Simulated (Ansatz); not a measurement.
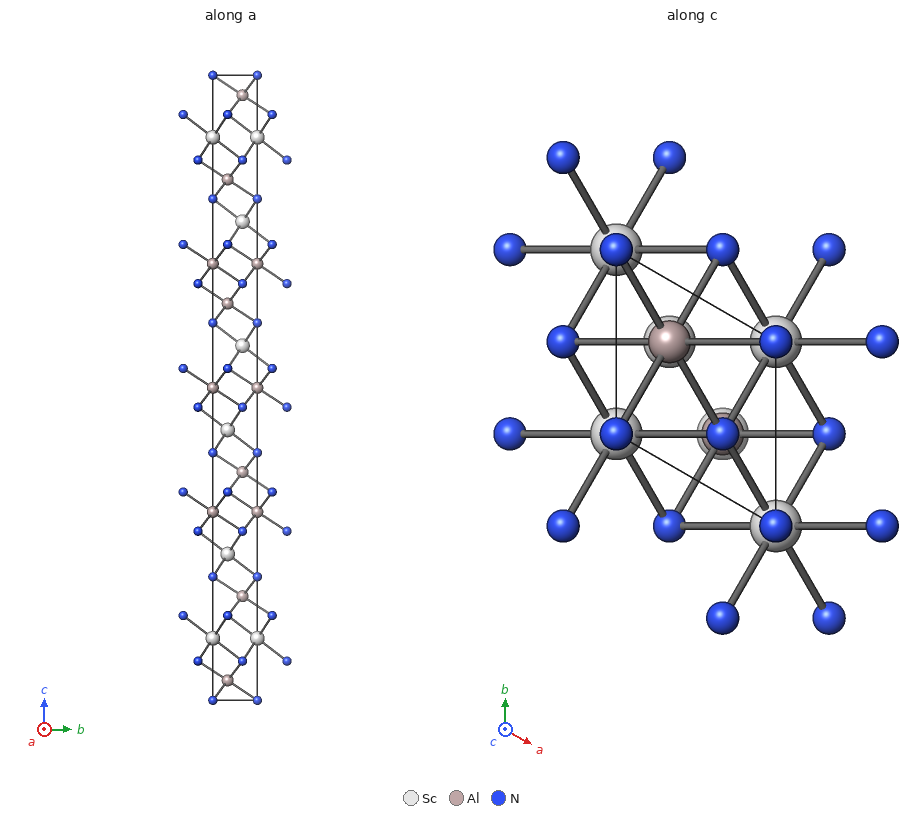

The crystal in a ball-and-stick representation, seen along the a axis and along the c axis. The frame is the conventional unit cell; atoms at its boundary are shown with their periodic copies. Some neighbours outside the box are added.

Sc2Al3N5, space group R-3m (No. 166), a = 3.02 Å, b = 3.02 Å, c = 36.74 Å, α = 90.00°, β = 90.00°, γ = 120.00°.

Calculation details: DFT PBE, scalar-relativistic, plane waves, PAW (Ansatz 0.2.0); plane-wave cutoff 420 eV, k-points about 0.20 Å⁻¹ apart, Gaussian smearing of 0.02 eV, no spin polarisation.

Does it come out as a metal, or with a gap?

A semiconductor at this level, with a gap of 0.93 eV, indirect; the smallest direct gap is 2.23 eV.

Which way would the volume go on relaxing?

The computed pressure is 0.0 GPa, close to zero.

Provenance: a structure type filled with these elements by a generator (whether the compound takes this form wasn't checked). Earlier steps of the study, as a rule a relaxation of our own, may have changed the cell and positions, so they can lie some per cent off the listed ones. Ansatz was used for an electronic-structure calculation on it.
